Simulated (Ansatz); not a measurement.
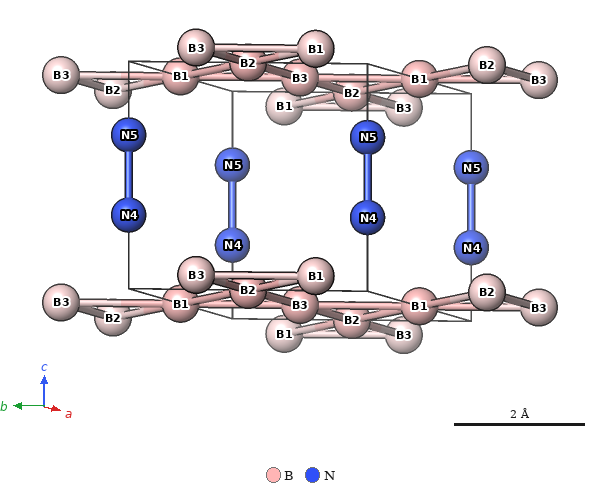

The structure (ball-and-stick view of the cell of the calculation, seen at an oblique angle; neighbours outside the cell are drawn fainter; atoms are numbered from 1 in the order of the input). An atom can appear more than once, as a periodic image.

# Two runs on B3N2

System: B3N2 (P6/mmm, 5 atoms in the cell).
Method of run 1: DFT PBE, scalar-relativistic, plane waves, PAW, spin-polarised (Ansatz 0.2.0).

The structure was made by a generator, so it may or may not be a known phase. Text and figures count atoms from 1; the logs count them from 0 in places.

### Input, run 1
```yaml
crystal:
  lattice:
    - [3.6911684, 0.0, 0.0]
    - [-1.8455842, 3.1966456, 0.0]
    - [0.0, 0.0, 3.53785798]
  atoms:
    - { symbol: B, position: [0.5, 0.0, 0.0] }
    - { symbol: B, position: [0.0, 0.5, 0.0] }
    - { symbol: B, position: [0.5, 0.5, 0.0] }
    - { symbol: "N", position: [0.0, 0.0, 0.32398002], spin: 1.0 }
    - { symbol: "N", position: [0.0, 0.0, 0.67601998], spin: 1.0 }
basis:
  ecutwfc: 420
kpoints:
  mp_grid: { grid: [6, 6, 6] }
hamiltonian:
  xc: pbe
scf:
  occupations: { method: gaussian, width: 0.1 }
  lower_state_search: "off"
output:
  forces: true
  stress: true
  eigenvalues: true
  populations: true
magnetization:
  spin_polarized: true
```

Command:
```bash
ansatz run input.yaml --threads 1 --pin off --max-ram 2560MiB --backend cpu --events-out ev --progress --plain --runs-dir out
```

Hardware: 1 thread of Intel Xeon @ 2.50GHz (Skylake/Cascade Lake), 189 GiB of memory available, shared host.

### Output, shortened to warnings, some set-up lines, iterations and results (run 1)
```
WARN: the starting moments were not kept: the SCF closed with an absolute magnetisation of 2.1e-6 μB, where they sum to 2 μB in size (2 sites). That is at most 0.1 of that sum. Measured as dr2_m measures the in/out step, that magnetisation stands 6.0e-13 eV from none, at or under the dr2_threshold of 1.0e-7 eV: it is no larger than a step whose dr2_m would equal this threshold. The system may …
Basis set: ecut = 420 eV, 827 PW (Γ), exchange–correlation on 50×50×48 points (8 copies of the dense FFT grid, shifted against one another)
Symmetry: 24 space group operations
k-points: 28 of 216
Initial density: superposition of atomic densities (chi_scale 0.1, normalization cell, long waves kept (reshape's long-wave potential 0.06 eV rms))
[...]
SCF iter   1: F=—  HF=-1228.299757 eV  |F-HF|=—  |Δ(HF+E_count)|=         —  Δρ=6.56e-2 (↑6.56e-2 ↓4.67e-2)  dr2=4.33e0  dr2_m=5.66e-1  M=0.867 μB ∫|m|=0.867 μB  β_m=0.30  …
SCF iter   2: F=—  HF=-1227.826750 eV  |F-HF|=—  |Δ(HF+E_count)|=   4.73e-1  Δρ=4.50e-2 (↑4.50e-2 ↓3.94e-2)  dr2=2.05e0  dr2_m=3.56e-1  M=0.746 μB ∫|m|=0.746 μB  β_m=0.30  …
SCF iter   3: F=—  HF=-1227.303848 eV  |F-HF|=—  |Δ(HF+E_count)|=   5.23e-1  Δρ=2.83e-2 (↑2.59e-2 ↓2.83e-2)  dr2=1.44e-1  dr2_m=2.56e-1  M=0.537 μB ∫|m|=0.538 μB  β_m=0.30  …
SCF iter   4: F=—  HF=-1227.342458 eV  |F-HF|=—  |Δ(HF+E_count)|=   3.86e-2  Δρ=2.16e-2 (↑2.09e-2 ↓2.16e-2)  dr2=1.52e-2  dr2_m=1.65e-1  M=0.442 μB ∫|m|=0.444 μB  β_m=0.30  …
SCF iter   5: F=—  HF=-1227.392818 eV  |F-HF|=—  |Δ(HF+E_count)|=   5.04e-2  Δρ=1.68e-2 (↑1.68e-2 ↓1.65e-2)  dr2=7.24e-4  dr2_m=1.05e-1  M=0.369 μB ∫|m|=0.370 μB  β_m=0.30  …
[... 9 lines ...]
SCF iter  15: F=-1227.473867 eV  HF=-1227.473867 eV  |F-HF|=3.63e-8  |Δ(HF+E_count)|=   6.76e-7  Δρ=8.43e-6 (↑6.24e-6 ↓8.43e-6)  dr2=1.04e-8  dr2_m=1.95e-8  M=0.000 μB …
SCF iter  16: F=-1227.473867 eV  HF=-1227.473867 eV  |F-HF|=4.26e-9  |Δ(HF+E_count)|=   6.96e-8  Δρ=2.66e-6 (↑2.66e-6 ↓2.07e-6)  dr2=1.10e-9  dr2_m=2.02e-9  M=0.000 μB …
SCF iter  17: F=-1227.473867 eV  HF=-1227.473867 eV  |F-HF|=1.73e-10  |Δ(HF+E_count)|=   7.44e-9  Δρ=5.10e-7 (↑4.88e-7 ↓5.10e-7)  dr2=5.04e-11  dr2_m=8.52e-11  M=-0.000 μB …
SCF iter  18: F=-1227.473867 eV  HF=-1227.473867 eV  |F-HF|=0.00e0  |Δ(HF+E_count)|=  2.96e-10  Δρ=8.91e-8 (↑7.79e-8 ↓8.91e-8)  dr2=5.29e-12  dr2_m=1.59e-12  M=0.000 μB …
SCF 1 converged in 18 iterations: F = -1227.473867 eV  dr2 = 5.29e-12
SCF converged after 18 iterations
Magnetization: 0.0000 μB (9.5000 up, 9.5000 down)
Absolute magnetization: 0.0000 μB (∫|ρ↑−ρ↓|, with the PAW one-centre terms)
Spin contamination: 0.0000 ħ² per cell (⟨S²⟩ above its minimum at these occupations)
Per-site moments (μB) at R_I (Å): [(2.3913827259348495e-7, 0.7613034820181656), (2.391382726135884e-7, 0.7613034820181656), (2.3913827260799627e-7, 0.7613034820181656), (4.4702544460084084e-8, 0.5137552949780134), (4.470254448049357e-8, 0.5137552949780134)]
Free energy (F): -1227.473867 eV
Harris-Foulkes:  -1227.473867 eV  (|F-HF|=0.00e0)
Internal energy: -1227.461551 eV  (E = F + TS)
E sigma→0 (E₀):  -1227.467709 eV
Entropy (-TS):   -0.012316 eV (-2.463 meV/atom)
Fermi energy:    9.032032 eV
--- Per-component energies (eV) ---
  E_band       = 3.034357
  E_kinetic    = 391.441736
  E_local      = -552.097973  (includes V_loc(G=0)·N_el)
  E_nonlocal   = 128.681268
  E_hartree    = 169.373215
  E_xc         = -210.402741
  E_vxc        = -259.178035  (∫ρ·V_xc dr)
  E_paw        = -488.628727  (= ΣΔE_a)
  E_vpaw       = -44.559228  (= ΣTr[D̂ρ^β])
  E_aug_tail   = 0.000176  (compensation charges beyond the density's cutoff)
  E_ewald      = -665.828505
  E_smearing   = -0.012316  (= −TS)
  E_closure    = 0.000000  (closes the sum)
  Σ components = -1227.473867   (vs F -1227.473867, Δ=0.00e0)
--- Forces (eV/Å), atoms counted from 1 ---
  atom   1  B      0.00000000    -0.00000000     0.00000000
  atom   2  B      0.00000000     0.00000000     0.00000000
  atom   3  B     -0.00000000     0.00000000     0.00000000
  atom   4  N      0.00000000     0.00000000     0.37500302
  atom   5  N      0.00000000     0.00000000    -0.37500302
  max |Σ_I F_I| component: 1.89e-31 eV/Å
--- Stress (GPa, compression-positive) ---
      -22.551054       0.000000       0.000000
       -0.000000     -22.551054       0.000000
        0.000000       0.000000      29.185752
  P = ⅓ Tr σ = -5.3055 GPa (-53.055 kbar)
--- Löwdin populations: 5 sites ---
  site symbol       q [e]    m [muB]
     0      B      2.8722     0.0000
     1      B      2.8722     0.0000
     2      B      2.8722     0.0000
     3      N      5.1096    -0.0000
     4      N      5.1096    -0.0000
  spilling = 0.008632 (of n_electrons = 19.000000)
```

The input of run 2 differs as follows (lines with − go, lines with + come):
```diff
-    - { symbol: "N", position: [0.0, 0.0, 0.32398002], spin: 1.0 }
-    - { symbol: "N", position: [0.0, 0.0, 0.67601998], spin: 1.0 }
+    - { symbol: "N", position: [0.0, 0.0, 0.32398002] }
+    - { symbol: "N", position: [0.0, 0.0, 0.67601998] }
-  populations: true
-magnetization:
-  spin_polarized: true
```

Predict how the results change.

The energy is the same within 0.01 meV per atom. The SCF takes 7 iterations against 18. On the same kind of shared host run 2 took about 0.29 times as long. The two runs start from different initial densities, which also moves the count.

### Output, shortened to warnings, some set-up lines, iterations and results (run 2)
```
Basis set: ecut = 420 eV, 827 PW (Γ), exchange–correlation on 50×50×48 points (8 copies of the dense FFT grid, shifted against one another)
Symmetry: 24 space group operations
k-points: 28 of 216
Initial density: superposition of atomic densities (neutral atoms: chi_scale 0, normalization atom), corrected by the library's trained network
[...]
SCF iter   1: F=—  HF=-1227.554206 eV  |F-HF|=—  |Δ(HF+E_count)|=         —  Δρ=2.46e-2  dr2=3.65e-1  ethr=1.77e-3  ⟨swp⟩=5.0  Hψ=2169  notcnv=0
SCF iter   2: F=—  HF=-1227.522126 eV  |F-HF|=—  |Δ(HF+E_count)|=   3.21e-2  Δρ=1.74e-2  dr2=2.10e-1  ethr=1.77e-3  ⟨swp⟩=1.0  Hψ=644  notcnv=0
SCF iter   3: F=—  HF=-1227.475505 eV  |F-HF|=—  |Δ(HF+E_count)|=   4.66e-2  Δρ=3.17e-3  dr2=7.85e-3  ethr=1.11e-3  ⟨swp⟩=2.4  Hψ=633  notcnv=0  defer=2
SCF iter   4: F=—  HF=-1227.473899 eV  |F-HF|=—  |Δ(HF+E_count)|=   1.61e-3  Δρ=8.18e-4  dr2=1.49e-4  ethr=4.13e-5  ⟨swp⟩=2.3  Hψ=722  notcnv=0  defer=10
SCF iter   5: F=—  HF=-1227.473887 eV  |F-HF|=—  |Δ(HF+E_count)|=   1.22e-5  Δρ=9.54e-5  dr2=1.86e-6  ethr=7.83e-7  ⟨swp⟩=2.1  Hψ=670  notcnv=0  defer=12
SCF iter   6: F=—  HF=-1227.473867 eV  |F-HF|=—  |Δ(HF+E_count)|=   2.03e-5  Δρ=1.90e-5  dr2=3.99e-8  ethr=5.26e-10  ⟨swp⟩=8.4  Hψ=2215  notcnv=0
SCF iter   7: F=-1227.473867 eV  HF=-1227.473867 eV  |F-HF|=1.65e-9  |Δ(HF+E_count)|=   8.19e-8  Δρ=2.26e-6  dr2=4.86e-10  ethr=2.10e-10  ⟨swp⟩=2.8  Hψ=1452  notcnv=0
SCF 1 converged in 7 iterations: F = -1227.473867 eV  dr2 = 4.86e-10
SCF converged after 7 iterations
Free energy (F): -1227.473867 eV
Harris-Foulkes:  -1227.473867 eV  (|F-HF|=1.65e-9)
Internal energy: -1227.461551 eV  (E = F + TS)
E sigma→0 (E₀):  -1227.467709 eV
Entropy (-TS):   -0.012315 eV (-2.463 meV/atom)
Fermi energy:    9.032026 eV
--- Per-component energies (eV) ---
  E_band       = 3.034253
  E_kinetic    = 391.441756
  E_local      = -552.098073  (includes V_loc(G=0)·N_el)
  E_nonlocal   = 128.681295
  E_hartree    = 169.373278
  E_xc         = -210.402740
  E_vxc        = -259.178035  (∫ρ·V_xc dr)
  E_paw        = -488.628737  (= ΣΔE_a)
  E_vpaw       = -44.559223  (= ΣTr[D̂ρ^β])
  E_aug_tail   = 0.000176  (compensation charges beyond the density's cutoff)
  E_ewald      = -665.828505
  E_smearing   = -0.012315  (= −TS)
  E_closure    = -0.000000  (closes the sum)
  Σ components = -1227.473867   (vs F -1227.473867, Δ=0.00e0)
--- Forces (eV/Å), atoms counted from 1 ---
  atom   1  B      0.00000000    -0.00000000     0.00000000
  atom   2  B      0.00000000     0.00000000     0.00000000
  atom   3  B     -0.00000000     0.00000000     0.00000000
  atom   4  N      0.00000000     0.00000000     0.37499400
  atom   5  N      0.00000000     0.00000000    -0.37499400
  max |Σ_I F_I| component: 9.25e-18 eV/Å
--- Stress (GPa, compression-positive) ---
      -22.551008       0.000000       0.000000
        0.000000     -22.551008       0.000000
        0.000000       0.000000      29.185815
  P = ⅓ Tr σ = -5.3054 GPa (-53.054 kbar)
```

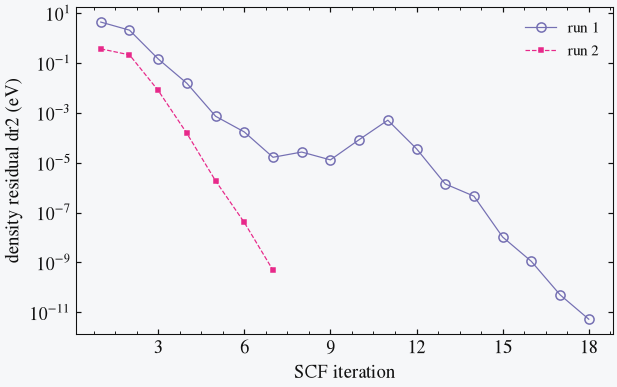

Convergence of the two runs: density residual dr2 against the SCF iteration. Run 1 takes 18 iterations in all, and run 2 takes 7.

### The two runs side by side

```csv
quantity,run 1,run 2
outcome,converged,converged
free energy per atom (eV),−245.4948,−245.4948
"energy per atom, smearing taken to zero (eV)",−245.4935,−245.4935
gap on the mesh (eV),0.00,0.00
net moment of the cell (μB),0.00,–
absolute moment of the cell (μB),0.00,–
pressure (GPa),−5.31,−5.31
largest force (eV/Å),0.375,0.375
SCF iterations,18,7
irreducible k-points,28,28
plane waves at Γ,827,827
wall time (shared host),11 s,3.3 s
```

For run 1: Warnings: some starting moments were not kept. For run 2: The cell holds an odd number of electrons but the run has no spin polarisation, so a band is left half filled.
